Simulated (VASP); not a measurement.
System: Si8O15 (cell with a defect).

Input file:

```
PREC = Accurate
ENCUT = 520
EDIFF = 1E-7
ISMEAR = 0
SIGMA = 0.02
LREAL = Auto
LASPH = True
NELM = 100
ALGO = Fast
ISIF = 2
LWAVE = False
LCHARG = True
GGA = CA
LELF = True
LVHAR = True
NBANDS = 78
```

Command:

```sh
cat potpaw_LDA.64/Si/POTCAR potpaw_LDA.64/O/POTCAR > POTCAR
mpirun -np 1 vasp_std > vasp.out
```

Computed pressure about −3 GPa in this cell.

Computed with VASP 6.6.1, Kohn-Sham DFT of a periodic cell, LDA, VASP PAW LDA potentials, recommended.

Question: Predict the valence pseudo-density and electron localisation function between the atoms.

Answer: Si–O (1.63 Å): the density is about 1.3 e/Å³ at the midpoint; the ELF peaks at about 0.85 between the atoms, as expected for a short, strongly polar bond.
Si–O (1.63 Å): ρ at the midpoint is about 1.3 e/Å³; the ELF peaks at about 0.85 between the atoms, as expected for a polar covalent bond.

Question: Metal or insulator at this level of theory?

Answer: It is gapped, with a Kohn–Sham gap of 4.2 eV on the k-point mesh, an upper bound to the gap of this method.

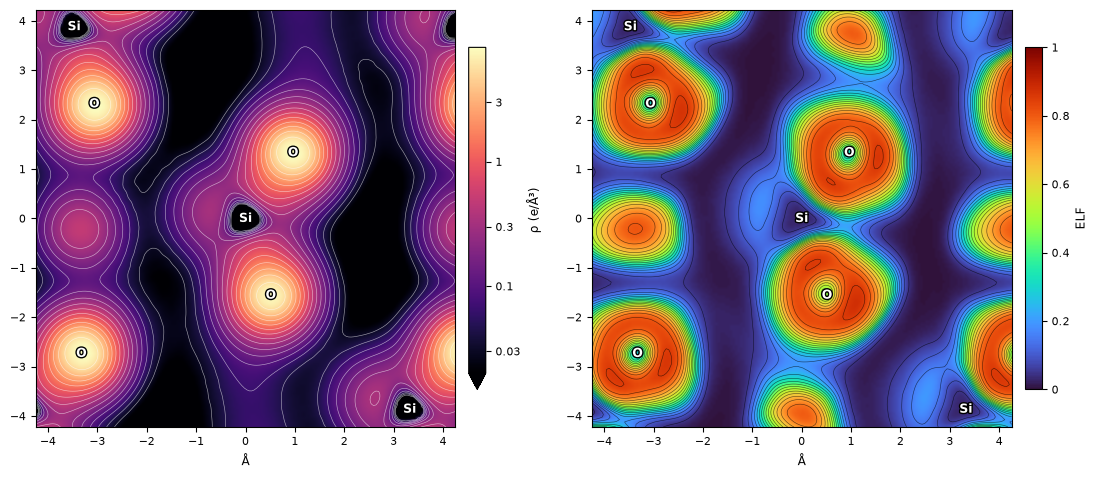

Computed valence pseudo-density and electron localisation function on the (101) plane of the calculation cell, in this order. Atoms just off the plane (O, 0.9 Å away) can leave unmarked features too.

Core electrons are frozen (PAW), and the valence fields are smoothed inside the atomic spheres.
